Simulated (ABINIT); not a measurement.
# Run report: SnSe, phonon calculation (part 3 of 3)

Continued. System: SnSe (2 atoms in the cell). Method: Kohn-Sham DFT of a periodic cell, LDA, PseudoDojo NC SR LDA v0.4.1 standard, no spin polarisation (ABINIT 10.8.3); cutoff 1088.46 eV, 4×4×4 k-mesh, fixed occupations. The structure derives from an entry of the Crystallography Open Database.

Geometry of the input (Å; fractional positions):
```
0.0000  3.0100  3.0100
3.0100  0.0000  3.0100
3.0100  3.0100  0.0000
Sn 0.0000  0.0000  0.0000
Se 0.5000  0.5000  0.5000
```

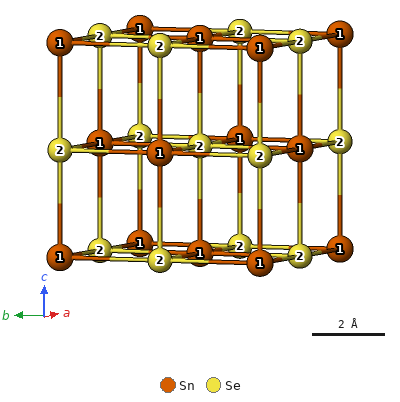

The structure (ball-and-stick view of the cell 4 times as large as that of the calculation, set on its symmetry axes, seen at an oblique angle; atoms are numbered from 1 in the order of the input). An atom can appear more than once, as a periodic image.

## Output, continued
```
 Total localisation tensor (bohr^2) in cartesian coordinates
  WARNING : still subject to testing - especially symmetries.
      direction              matrix element
   alpha     beta       real part   imaginary part
     1        1       2.0063801272    0.0000000000
     1        2       1.0031900636    0.0000000000
     1        3       1.0031900636    0.0000000000
     2        1       1.0031900636    0.0000000000
     2        2       2.0063801272    0.0000000000
     2        3       1.0031900636    0.0000000000
     3        1       1.0031900636    0.0000000000
     3        2       1.0031900636    0.0000000000
     3        3       2.0063801272    0.0000000000

 respfn : d/dk was computed, but no 2DTE, so no DDB output.

================================================================================
== DATASET  3 ==================================================================

--- !DatasetInfo
iteration_state: {dtset: 3, }
dimensions: {natom: 2, nkpt: 128, mband: 15, nsppol: 1, nspinor: 1, nspden: 1, mpw: 4468, }
cutoff_energies: {ecut:  40.0, pawecutdg:  -1.0, }
electrons: {nelect:   3.00000000E+01, charge:   0.00000000E+00, occopt:   1.00000000E+00, tsmear:   1.00000000E-02, }
meta: {optdriver: 1, rfelfd: 3, rfphon: 1, }
...

 mkfilename : getwfk/=0, take file _WFK from output of DATASET   1.

 mkfilename : getddk/=0, take file _1WF from output of DATASET   2.

 Exchange-correlation functional for the present dataset will be:
  LDA: Perdew-Wang 92 LSD fit to Ceperley-Alder data - ixc=7
  J.P.Perdew and Y.Wang, PRB 45, 13244 (1992)

 Real(R)+Recip(G) space primitive vectors, cartesian coordinates (Bohr,Bohr^-1):
 R(1)=  0.0000000  5.6880756  5.6880756  G(1)= -0.0879032  0.0879032  0.0879032
 R(2)=  5.6880756  0.0000000  5.6880756  G(2)=  0.0879032 -0.0879032  0.0879032
 R(3)=  5.6880756  5.6880756  0.0000000  G(3)=  0.0879032  0.0879032 -0.0879032
 Unit cell volume ucvol=  3.6806632E+02 bohr^3
 Angles (23,13,12)=  6.00000000E+01  6.00000000E+01  6.00000000E+01 degrees
 setup1 : take into account q-point for computing boxcut.

 getcut: wavevector=  0.0000  0.0000  0.0000  ngfft=  48  48  48
         ecut(hartree)=     40.000   => boxcut(ratio)=   2.09588
--------------------------------------------------------------------------------

 ==>  initialize data related to q vector <==

 The list of irreducible perturbations for this q vector is:
    1)    idir= 1    ipert=   1
    2)    idir= 1    ipert=   2
    3)    idir= 1    ipert=   4

================================================================================

 The perturbation idir=   2  ipert=   1 is
 symmetric of a previously calculated perturbation.
 So, its SCF calculation is not needed.

 The perturbation idir=   3  ipert=   1 is
 symmetric of a previously calculated perturbation.
 So, its SCF calculation is not needed.

 The perturbation idir=   2  ipert=   2 is
 symmetric of a previously calculated perturbation.
 So, its SCF calculation is not needed.

 The perturbation idir=   3  ipert=   2 is
 symmetric of a previously calculated perturbation.
 So, its SCF calculation is not needed.

 The perturbation idir=   2  ipert=   4 is
 symmetric of a previously calculated perturbation.
 So, its SCF calculation is not needed.

 The perturbation idir=   3  ipert=   4 is
 symmetric of a previously calculated perturbation.
 So, its SCF calculation is not needed.

--------------------------------------------------------------------------------
 Perturbation wavevector (in red.coord.)   0.000000  0.000000  0.000000
 Perturbation : displacement of atom   1   along direction   1
 Found     4 symmetries that leave the perturbation invariant.
 symkpt : the number of k-points, thanks to the symmetries,
 is reduced to    40 .

--------------------------------------------------------------------------------

--------------------------------------------------------------------------------

 Initialisation of the first-order wave-functions :
  ireadwf=   0

--- !BeginCycle
iteration_state: {dtset: 3, }
solver: {iscf: 7, nstep: 80, nline: 4, wfoptalg: 0, }
tolerances: {tolvrs: 1.00E-08, }
...

     iter   2DEtotal(Ha)        deltaE(Ha) residm    vres2
-ETOT  1   6.2856687471843     -2.151E+04 2.664E+01 6.575E+02
 ETOT  2 -5.95070078549043E-02 -6.345E+00 1.300E-01 3.488E+02
 ETOT  3 -0.14573264363810     -8.623E-02 1.809E-03 5.225E+00
 ETOT  4 -0.14735112805158     -1.618E-03 2.903E-04 1.461E+00
 ETOT  5 -0.14779985215375     -4.487E-04 3.559E-05 3.644E-02
 ETOT  6 -0.14781105137320     -1.120E-05 5.627E-06 1.865E-03
 ETOT  7 -0.14781187012579     -8.188E-07 4.448E-07 3.915E-05
 ETOT  8 -0.14781189505322     -2.493E-08 7.081E-08 7.650E-07
 ETOT  9 -0.14781189720691     -2.154E-09 6.659E-09 2.373E-08
 ETOT 10 -0.14781189752705     -3.201E-10 1.197E-09 5.226E-09

 At SCF step   10       vres2   =  5.23E-09 < tolvrs=  1.00E-08 =>converged.
-open ddk wf file :runo_DS2_1WF7
-open ddk wf file :runo_DS2_1WF8
-open ddk wf file :runo_DS2_1WF9
================================================================================

 ----iterations are completed or convergence reached----

 Mean square residual over all n,k,spin=   20.890E-13; max=  11.974E-10

 2DEtotal=   -0.1478118975E+00 Ha. Also 2DEtotal=   -0.402216663516E+01 eV
    (2DErelax=   -2.1519805253E+04 Ha. 2DEnonrelax=    2.1519657441E+04 Ha)
    (  non-var. 2DEtotal :   -1.4778012730E-01 Ha)

--------------------------------------------------------------------------------
 Perturbation wavevector (in red.coord.)   0.000000  0.000000  0.000000
 Perturbation : displacement of atom   2   along direction   1
 Found     4 symmetries that leave the perturbation invariant.
 symkpt : the number of k-points, thanks to the symmetries,
 is reduced to    40 .

--------------------------------------------------------------------------------

--------------------------------------------------------------------------------

 Initialisation of the first-order wave-functions :
  ireadwf=   0

--- !BeginCycle
iteration_state: {dtset: 3, }
solver: {iscf: 7, nstep: 80, nline: 4, wfoptalg: 0, }
tolerances: {tolvrs: 1.00E-08, }
...

     iter   2DEtotal(Ha)        deltaE(Ha) residm    vres2
-ETOT  1   10.211190108893     -6.193E+04 8.462E+01 4.649E+02
 ETOT  2 -6.16992292352734E-02 -1.027E+01 1.181E-01 2.130E+02
 ETOT  3 -0.14447329929772     -8.277E-02 2.291E-03 1.377E+01
 ETOT  4 -0.14624150202235     -1.768E-03 2.442E-04 2.395E+00
 ETOT  5 -0.14736163248108     -1.120E-03 2.165E-05 1.626E-01
 ETOT  6 -0.14740725026149     -4.562E-05 6.408E-06 9.913E-03
 ETOT  7 -0.14740910289493     -1.853E-06 3.636E-07 2.317E-05
 ETOT  8 -0.14740914688537     -4.400E-08 6.512E-08 2.005E-06
 ETOT  9 -0.14740915087259     -3.980E-09 4.060E-09 3.131E-08
 ETOT 10 -0.14740915120728     -3.420E-10 6.983E-10 2.234E-09

 At SCF step   10       vres2   =  2.23E-09 < tolvrs=  1.00E-08 =>converged.
-open ddk wf file :runo_DS2_1WF7
-open ddk wf file :runo_DS2_1WF8
-open ddk wf file :runo_DS2_1WF9
================================================================================

 ----iterations are completed or convergence reached----

 Mean square residual over all n,k,spin=   13.488E-13; max=  69.834E-11

 2DEtotal=   -0.1474091512E+00 Ha. Also 2DEtotal=   -0.401120734969E+01 eV
    (2DErelax=   -6.1937569765E+04 Ha. 2DEnonrelax=    6.1937422356E+04 Ha)
    (  non-var. 2DEtotal :   -1.4743536628E-01 Ha)

--------------------------------------------------------------------------------
 Perturbation wavevector (in red.coord.)   0.000000  0.000000  0.000000
 Perturbation : homogeneous electric field along direction   1
 The set of symmetries contains only one element for this perturbation.
 symkpt : not enough symmetry to change the number of k points.

--------------------------------------------------------------------------------

--------------------------------------------------------------------------------

 Initialisation of the first-order wave-functions :
  ireadwf=   0

--- !BeginCycle
iteration_state: {dtset: 3, }
solver: {iscf: 7, nstep: 80, nline: 4, wfoptalg: 0, }
tolerances: {tolvrs: 1.00E-08, }
...

     iter   2DEtotal(Ha)        deltaE(Ha) residm    vres2
-ETOT  1  -582.87251554353     -5.829E+02 1.044E+02 1.221E+05
 ETOT  2  -607.12592111299     -2.425E+01 3.482E+00 4.014E+04
 ETOT  3  -620.37784439825     -1.325E+01 2.244E-01 1.048E+03
 ETOT  4  -620.70781377553     -3.300E-01 4.710E-02 1.539E+01
 ETOT  5  -620.71730950339     -9.496E-03 6.496E-03 1.602E+00
 ETOT  6  -620.71881564861     -1.506E-03 1.441E-03 2.589E-02
 ETOT  7  -620.71898693873     -1.713E-04 2.220E-04 9.743E-04
 ETOT  8  -620.71901574385     -2.881E-05 4.818E-05 1.435E-04
 ETOT  9  -620.71902092025     -5.176E-06 7.540E-06 3.150E-06
 ETOT 10  -620.71902185799     -9.377E-07 1.673E-06 3.062E-06
 ETOT 11  -620.71902203247     -1.745E-07 2.618E-07 6.492E-08
 ETOT 12  -620.71902206480     -3.234E-08 5.992E-08 6.782E-08
 ETOT 13  -620.71902207088     -6.080E-09 9.289E-09 8.090E-09

 At SCF step   13       vres2   =  8.09E-09 < tolvrs=  1.00E-08 =>converged.
-open ddk wf file :runo_DS2_1WF7
-open ddk wf file :runo_DS2_1WF8
-open ddk wf file :runo_DS2_1WF9
================================================================================

 ----iterations are completed or convergence reached----

 Mean square residual over all n,k,spin=   28.811E-12; max=  92.894E-10

 2DEtotal=   -0.6207190221E+03 Ha. Also 2DEtotal=   -0.168906250598E+05 eV
    (  non-var. 2DEtotal :   -6.2071894511E+02 Ha)
================================================================================

 ---- first-order wavefunction calculations are completed ----

 ==> Compute Derivative Database <==
 The violation of the charge neutrality conditions
 by the effective charges is as follows :
    atom        electric field
 displacement     direction
       1               1        0.686887        0.000000
       1               2       -0.000000        0.000000
       1               3       -0.000000        0.000000
       2               1       -0.000000        0.000000
       2               2        0.686887        0.000000
       2               3        0.000000        0.000000
       3               1        0.000000        0.000000
       3               2        0.000000        0.000000
       3               3        0.686887        0.000000

 Effective charge tensors after
 imposition of the charge neutrality (if requested by user),
 and eventual restriction to some part :
   atom    displacement
         1         1    5.385094E+00   -1.531322E-15   -9.214735E-16
         1         2   -1.087233E-15    5.385094E+00    8.919918E-16
         1         3    1.087233E-15    1.531322E-15    5.385094E+00
         2         1   -5.385094E+00    1.531322E-15    9.214735E-16
         2         2    1.087233E-15   -5.385094E+00   -8.919918E-16
         2         3   -1.087233E-15   -1.531322E-15   -5.385094E+00
 Now, the imaginary part of the dynamical matrix is zeroed

  Dynamical matrix, in cartesian coordinates,
   if specified in the inputs, asr has been imposed
     j1       j2             matrix element
  dir pert dir pert     real part    imaginary part

   1    1   1    1        -0.0022851985         0.0000000000
   1    1   1    2         0.0022851985         0.0000000000

   2    1   2    1        -0.0022851985         0.0000000000
   2    1   2    2         0.0022851985         0.0000000000

   3    1   3    1        -0.0022851985         0.0000000000
   3    1   3    2         0.0022851985         0.0000000000

   1    2   1    1         0.0022833881         0.0000000000
   1    2   1    2        -0.0022833881         0.0000000000

   2    2   2    1         0.0022833881         0.0000000000
   2    2   2    2        -0.0022833881         0.0000000000

   3    2   3    1         0.0022833881         0.0000000000
   3    2   3    2        -0.0022833881         0.0000000000

  Dielectric tensor, in cartesian coordinates,
     j1       j2             matrix element
  dir pert dir pert     real part    imaginary part

   1    4   1    4        24.1573311657        -0.0000000000

   2    4   2    4        24.1573311657        -0.0000000000

   3    4   3    4        24.1573311657        -0.0000000000

  Effective charges, in cartesian coordinates,
  (from electric field response)
   if specified in the inputs, charge neutrality has been imposed
     j1       j2             matrix element
  dir pert dir pert     real part    imaginary part

   1    1   1    4         5.3850942962         0.0000000000
   1    2   1    4        -5.3850942962         0.0000000000

   2    1   2    4         5.3850942962         0.0000000000
   2    2   2    4        -5.3850942962         0.0000000000

   3    1   3    4         5.3850942962         0.0000000000
   3    2   3    4        -5.3850942962         0.0000000000

  Effective charges, in cartesian coordinates,
  (from phonon response)
   if specified in the inputs, charge neutrality has been imposed
     j1       j2             matrix element
  dir pert dir pert     real part    imaginary part

   1    4   1    1         5.3850963015         0.0000000000

   2    4   2    1         5.3850963015         0.0000000000

   3    4   3    1         5.3850963015         0.0000000000

   1    4   1    2        -5.3850963015         0.0000000000

   2    4   2    2        -5.3850963015         0.0000000000

   3    4   3    2        -5.3850963015         0.0000000000

  Phonon wavevector (reduced coordinates) :  0.00000  0.00000  0.00000
 Phonon energies in Hartree :
  -1.625555E-04 -1.625555E-04 -1.625555E-04  3.160951E-08  3.163842E-08
   3.172500E-08
 Phonon frequencies in cm-1    :
  -3.567681E+01 -3.567681E+01 -3.567681E+01  6.937486E-03  6.943831E-03
   6.962833E-03

  Phonon at Gamma, with non-analyticity in the
  direction (cartesian coordinates)  1.00000  0.00000  0.00000
 Phonon energies in Hartree :
  -1.625555E-04 -1.625555E-04  0.000000E+00  3.160951E-08  3.163842E-08
   6.691165E-04
 Phonon frequencies in cm-1    :
  -3.567681E+01 -3.567681E+01  0.000000E+00  6.937486E-03  6.943831E-03
   1.468541E+02

  Phonon at Gamma, with non-analyticity in the
  direction (cartesian coordinates)  0.00000  1.00000  0.00000
 Phonon energies in Hartree :
  -1.625555E-04 -1.625555E-04  0.000000E+00  3.160951E-08  3.172500E-08
   6.691165E-04
 Phonon frequencies in cm-1    :
  -3.567681E+01 -3.567681E+01  0.000000E+00  6.937486E-03  6.962833E-03
   1.468541E+02

  Phonon at Gamma, with non-analyticity in the
  direction (cartesian coordinates)  0.00000  0.00000  1.00000
 Phonon energies in Hartree :
  -1.625555E-04 -1.625555E-04  0.000000E+00  3.163842E-08  3.172500E-08
   6.691165E-04
 Phonon frequencies in cm-1    :
  -3.567681E+01 -3.567681E+01  0.000000E+00  6.943831E-03  6.962833E-03
   1.468541E+02

== END DATASET(S) ==============================================================
================================================================================

 -outvars: echo values of variables after computation  --------
            acell      8.0441537070E+00  8.0441537070E+00  8.0441537070E+00 Bohr
           etotal1    -1.9979166516E+02
           etotal2    -6.6609674635E+01
           etotal3    -6.2071902207E+02
            fcart1    -0.0000000000E+00 -0.0000000000E+00 -0.0000000000E+00
                      -0.0000000000E+00 -0.0000000000E+00 -0.0000000000E+00
            fcart3     0.0000000000E+00  0.0000000000E+00  0.0000000000E+00
                       0.0000000000E+00  0.0000000000E+00  0.0000000000E+00
            rprim      0.0000000000E+00  7.0710678120E-01  7.0710678120E-01
                       7.0710678120E-01  0.0000000000E+00  7.0710678120E-01
                       7.0710678120E-01  7.0710678120E-01  0.0000000000E+00
           strten1     1.1416679641E-04  1.1416679641E-04  1.1416679641E-04
                       0.0000000000E+00  0.0000000000E+00  0.0000000000E+00
           strten3     0.0000000000E+00  0.0000000000E+00  0.0000000000E+00
                       0.0000000000E+00  0.0000000000E+00  0.0000000000E+00
           xangst      0.0000000000E+00  0.0000000000E+00  0.0000000000E+00
                       3.0099999980E+00  3.0099999980E+00  3.0099999980E+00
             xred      0.0000000000E+00  0.0000000000E+00  0.0000000000E+00
                       5.0000000000E-01  5.0000000000E-01  5.0000000000E-01
 Calculation completed.
```

## Results in brief

- outcome: converged
- space group (tolerance 0.01 Å): Fm-3m (225)
- electrons treated: 30
- free energy: −5436.6082 eV
- Fermi energy: 4.375 eV
- pressure: −3.36 GPa
- largest force (length of the vector): under 0.001 eV/Å
- ε∞ (xx, yy, zz): 24.16, 24.16, 24.16
- Born charges (mean of the diagonal): Sn1 (5.39 e); Se2 (−5.39 e)
- hardware: 4 threads of Intel Xeon (Granite Rapids), 128 GiB of memory available, shared host
- wall time: 5.2 min (CPU time 21 min)
- peak memory: 0.76 GiB
